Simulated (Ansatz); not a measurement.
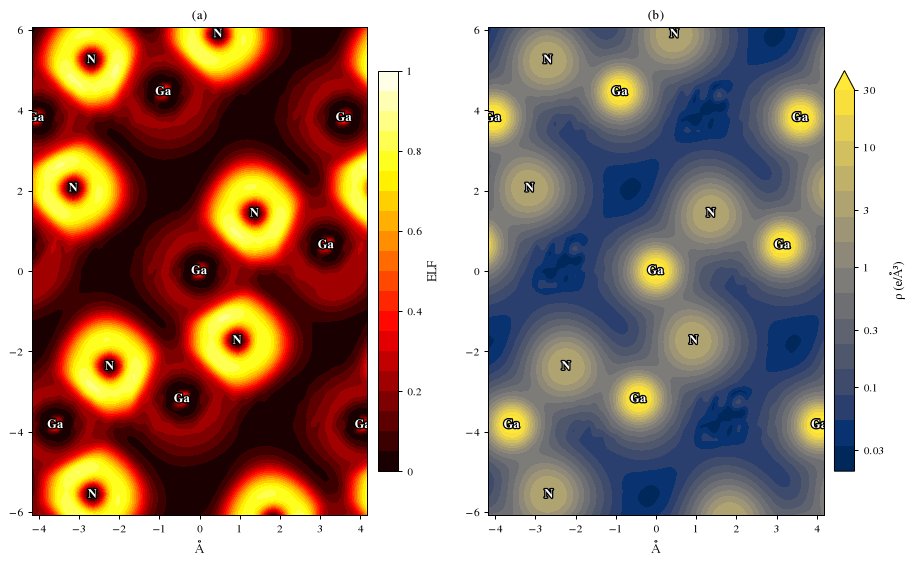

Figure 1: Ga$_{18}$N$_{17}$ (cell charge +1, with a compensating background) (cell with a defect). (a) electron localisation function; (b) valence charge density (pseudo) on the (101̄) plane of the calculation cell.

The program warned that a starting moment wasn't kept; spin-polarised, but the moments vanished.

The calculation used Ansatz, DFT PBE, scalar-relativistic, plane waves, PAW.

In a PAW calculation such maps are meaningful between the atoms, not at the nuclei.

Input file:

```
crystal:
  lattice:
    - [4.8275356946, 2.7871790329, 5.2431089265]
    - [-4.8275356947, 2.7871790328, 5.2431089265]
    - [1.0e-10, -5.5743580657, 5.2431089265]
  atoms:
    - { symbol: Ga, position: [0.3903405353, 0.393434966, 0.7262052474], spin: 0.5 }
    - { symbol: Ga, position: [0.3885538879, 0.7219629, 0.3881643269] }
    - { symbol: Ga, position: [0.7217022808, 0.0545750963, 0.7223564857] }
    - { symbol: Ga, position: [0.3885477607, 0.0545312288, 0.0554697997] }
    - { symbol: Ga, position: [0.7217033568, 0.3887876167, 0.3881831607] }
    - { symbol: Ga, position: [0.0543918651, 0.7219544258, 0.7223581419] }
    - { symbol: Ga, position: [0.7220986199, 0.7222360406, 0.0558327948] }
    - { symbol: Ga, position: [0.0549735998, 0.055159689, 0.3887345911] }
    - { symbol: Ga, position: [0.0544147327, 0.3887628593, 0.0555312457] }
    - { symbol: Ga, position: [0.4444848643, 0.7684818846, 0.7806659048], spin: 0.5 }
    - { symbol: Ga, position: [0.4432984398, 0.111493588, 0.4451272975] }
    - { symbol: Ga, position: [0.7696688734, 0.4460227552, 0.7788285491], spin: 0.5 }
    - { symbol: Ga, position: [0.4456170838, 0.4447243946, 0.1041654888], spin: 0.5 }
    - { symbol: Ga, position: [0.7774627673, 0.7776190996, 0.4445166551] }
    - { symbol: Ga, position: [0.1113146001, 0.1114542475, 0.7770582825] }
    - { symbol: Ga, position: [0.7774762807, 0.1108933009, 0.1112476577] }
    - { symbol: Ga, position: [0.1112830483, 0.4434711595, 0.4450181118] }
    - { symbol: Ga, position: [0.1107912987, 0.7775810277, 0.1111889844] }
    - { symbol: "N", position: [0.5141333116, 0.8467803997, 0.5146742035] }
    - { symbol: "N", position: [0.8465668855, 0.1810917071, 0.8479083703] }
    - { symbol: "N", position: [0.5141216789, 0.1810614929, 0.1803670432] }
    - { symbol: "N", position: [0.8465512419, 0.5142751568, 0.5147540526] }
    - { symbol: "N", position: [0.1809967817, 0.8467401807, 0.8478643518] }
    - { symbol: "N", position: [0.8475313732, 0.8476363235, 0.1812561167] }
    - { symbol: "N", position: [0.1804883096, 0.1806697981, 0.5142580425] }
    - { symbol: "N", position: [0.1809936514, 0.5142588107, 0.1803106433] }
    - { symbol: "N", position: [0.2371632971, 0.5700375438, 0.5709618662] }
    - { symbol: "N", position: [0.2360840878, 0.9031557707, 0.2367197299] }
    - { symbol: "N", position: [0.5697134051, 0.2375471654, 0.5711189664] }
    - { symbol: "N", position: [0.2372548182, 0.2374458756, 0.903546956] }
    - { symbol: "N", position: [0.5691969606, 0.5694446347, 0.2351717997] }
    - { symbol: "N", position: [0.9029657742, 0.9031782051, 0.5698827959] }
    - { symbol: "N", position: [0.5692200471, 0.9014990482, 0.902989443] }
    - { symbol: "N", position: [0.9029648098, 0.2363159059, 0.2367691788] }
    - { symbol: "N", position: [0.9014672859, 0.5694219204, 0.9030250698] }
  host:
    lattice:
      - [3.2183571298, 0.0, 0.0]
      - [-1.6091785649, 2.7871790328, 0.0]
      - [0.0, 0.0, 5.2431089265]
    atoms:
      - { symbol: Ga, position: [0.6666666667, 0.3333333333, 0.4991348436] }
      - { symbol: Ga, position: [0.3333333333, 0.6666666667, 0.9991348436] }
      - { symbol: "N", position: [0.6666666667, 0.3333333333, 0.8758651564] }
      - { symbol: "N", position: [0.3333333333, 0.6666666667, 0.3758651564] }
total_charge: 1
basis:
  ecutwfc: 420
  xc_grid: 2
kpoints:
  mp_grid: { grid: [2, 2, 2], shift: [0.5, 0.5, 0.5] }
hamiltonian:
  xc: pbe
scf:
  occupations: { method: gaussian, width: 0.02 }
  lower_state_search: "off"
output:
  forces: true
  stress: false
  eigenvalues: true
  populations: true
  charged_corrections:
    defect_position: [0.51417727, 0.51417727, 0.84751061]
    epsilon: [[10.491, 0.0, 0.0], [0.0, 10.491, 0.0], [0.0, 0.0, 11.6882]]
  write_density: true
  write_potential: true
  elf: true
  volumetric_format: npy
magnetization:
  spin_polarized: true
relax:
  adjacent_minimum: "off"
  f_tol: 0.03
  max_steps: 40
```

Run with:

```sh
ansatz run input.yaml --threads 8 --pin off --max-ram 16384MiB --backend cpu --events-out ev --progress --plain --runs-dir out
```

The fields are those of the relaxed geometry.

> What do the fields say about this system?

- The section cuts through Ga and N sites.
- Ga–N (1.98 Å): ρ at the midpoint is about 0.71 e/Å³; the ELF peaks at about 0.85 in the valence shell of N, 0.7 Å from its nucleus, and is about 0.50 at the midpoint.
- Ga–N (1.98 Å): the density is about 0.71 e/Å³ at the midpoint; the ELF peaks at about 0.85 in the valence shell of N, 0.7 Å from its nucleus, and is about 0.50 at the midpoint.
- The density dies away to nearly zero in the voids.

> Does the calculation make it a metal, or give it a gap?

It is gapped, with a Kohn–Sham gap of 2.4 eV on the k-point mesh (the band edges may lie off the mesh, which would make the gap smaller).
